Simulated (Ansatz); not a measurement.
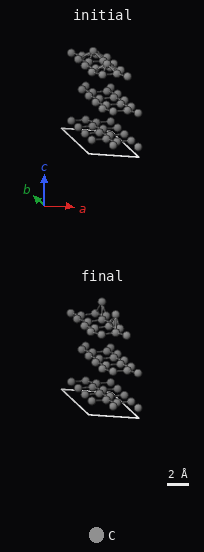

The structure of a slab of composition C (cut from the R-3m phase) before (top) and after (bottom) a constrained relaxation, at one scale.

Style: ball-and-stick. Shown: the 1 × 2 repeat of the cell, outlined in the plane, without the vacuum (origin shifted), slightly off an axis.

Case: C put near a hollow C-C site. The slab is the (0 0 1) face of C with C on it. 8 atoms are held fixed.

These are results of DFT PBE+D3(BJ), scalar-relativistic, plane waves, PAW in Ansatz, not measurements. (plane-wave cutoff 420 eV; k-point mesh 6 × 6 × 1; occupations gaussian; smearing width 0.05 eV; collinear spin; dipole correction; atoms relaxed in a fixed cell; force threshold 0.02 eV/Å; at most 70 steps)

Question: Describe what moved and what it gained.

Answer: The run was cut off at its time limit before the relaxation converged, so the last structure is only a point on the way. The energy falls by 6.895 eV per cell of the calculation in 8 geometry steps. The largest force component goes from 14 to 1.2 eV/Å. A C atom moves most: 1.29 Å at 42° to the normal (+c side). The cell stays as it was. Some distances before and after: C–C 1.649 → 2.902 Å, C–C 1.619 → 2.635 Å, C–C 1.556 → 1.931 Å, C–C 1.525 → 1.472 Å. Bonds break, among them: C–C (1.65 → 2.90 Å). Bond angles that change, for instance: C–C–C 152.5° → 113.1°, C–C–C 65.7° → 103.4°, C–C–C 153.2° → 117.7°. The program noted that the starting moments weren't kept. The run took 23 min on 4 threads of Intel(R) Xeon(R) Processor @ 2.50GHz (Skylake/Cascade Lake), on a shared host, peak memory 2 GiB.

Limits of the set-up: the periodic images lie only 4.9 Å apart, so the values are limited by the cell's size.
